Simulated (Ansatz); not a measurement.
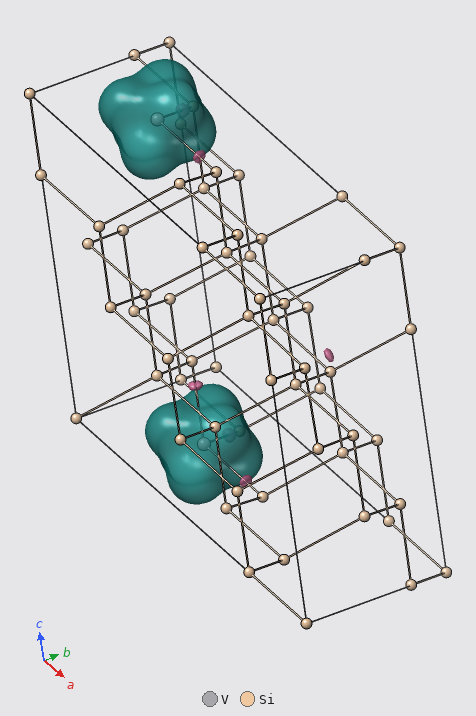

The picture shows: VSi₃₁ (cell with a defect). Isosurfaces of the magnetisation density (up minus down) at +0.015 (teal) and −0.015 e/Å³ (pink), seen slightly off an axis. Sticks mark near contacts.

Spin-polarised.

These are results of DFT PBEsol, scalar-relativistic, plane waves, PAW in Ansatz, not measurements.

The density is the valence pseudo-density of a PAW calculation; it isn't the true density close to the nuclei.

```xyz
32
Lattice="5.4338 5.4338 -5.4338 -5.4338 -5.4338 -5.4338 -5.4338 5.4338 5.4338" Properties=species:S:1:pos:R:3 pbc="T T T"
V    -1.3650   -1.3579   -4.0739
Si    1.3642    1.3685   -4.0666
Si    4.0685    4.0744   -4.0730
Si   -1.3611    4.0752   -4.0748
Si    1.3434    4.0711   -6.7777
Si   -1.3562    1.3718   -1.3410
Si    1.3426    4.0782   -1.3679
Si   -1.3641    1.3681   -6.8002
Si    1.3425    1.3472   -9.5001
Si   -4.0635    4.0701   -1.3706
Si   -1.3651    6.7791   -1.3435
Si    1.3639    6.7833   -4.0778
Si   -1.3633    4.0760    1.3632
Si   -4.0891    1.3676   -4.0787
Si   -4.0649    4.0792   -6.7759
Si   -6.7910    1.3468   -1.3675
Si   -2.7544   -2.7511   -5.4640
Si   -5.4030    5.4616   -0.0299
Si    2.7171    2.7196   -5.4313
Si   -2.7122    2.7157   -5.4252
Si   -5.4391   -2.7100   -2.7191
Si   -2.7506    0.0328   -2.6784
Si   -0.0111    2.7181   -2.7208
Si   -2.7163   -0.0037   -8.1477
Si    5.4248    5.4261   -5.4288
Si   -5.4424    2.7221   -2.7160
Si   -2.7113    5.4330   -2.7224
Si   -0.0093    5.4336   -5.4258
Si   -2.7193    2.7242    0.0102
Si   -5.4385   -0.0092   -5.4247
Si    0.0266    8.1223   -2.6799
Si   -2.7204    5.4283    2.7146
```

### Where is the spin, and how is it ordered?

The spin density sits on V: +1.0 μB in one cell of 32 atoms: a single local moment. The cell of the calculation (32 atoms) carries 1.0 μB of net spin moment.
